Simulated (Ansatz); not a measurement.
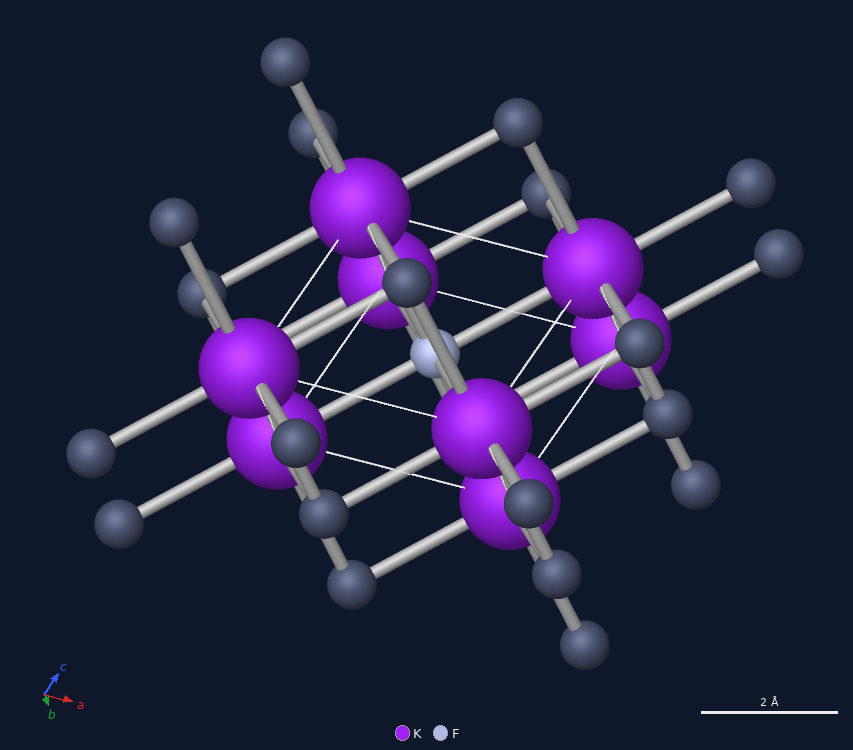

Crystal structure, ball-and-stick style, seen from a general direction. Lines trace the edges of the simulation cell. Bonded atoms from the next cells complete the picture, in fainter colours.

This input was run:
```yaml
crystal:
  lattice:
    - [0.0, 2.6589605792, 2.7831340383]
    - [2.6589605792, 0.0, 2.7831340383]
    - [2.6589605792, 2.6589605792, 0.0]
  atoms:
    - { symbol: K, position: [0.0, 0.0, 0.0] }
    - { symbol: F, position: [0.5, 0.5, 0.5] }
kpoints:
  mp_grid: { grid: [8, 8, 8] }
  band_path:
    path:
      - [0.0, 0.0, 0.0]
      - [0.5, 0.0, 0.5]
      - [0.625, 0.25, 0.625]
      - [0.375, 0.375, 0.75]
      - [0.5, 0.5, 0.5]
      - [0.5, 0.25, 0.75]
    npoints: 1
hamiltonian:
  xc: r2scan
scf:
  occupations: { method: fixed }
  n_extra_bands: 4
output:
  forces: true
  stress: true
  eigenvalues: true
```

All computed values are from DFT, r2SCAN, plane waves, PAW (Ansatz 0.2.0). Settings: wavefunction cutoff 500 eV, Brillouin-zone sampling on an 8×8×8 mesh, no spin polarisation.

### How large a gap does the method give, if there is one?

An insulator at this level, with a gap of 6.64 eV, direct.

### What is the computed pressure?

The computed pressure is -1.3 GPa (stretched: it would shrink). The stress isn't hydrostatic: its largest component is 2.6 GPa.

Starting structure: a structure type filled with these elements by a generator (whether the compound takes this form wasn't checked). The cell was then strained or its atoms displaced on purpose. An electronic-structure calculation with Ansatz was run on it.
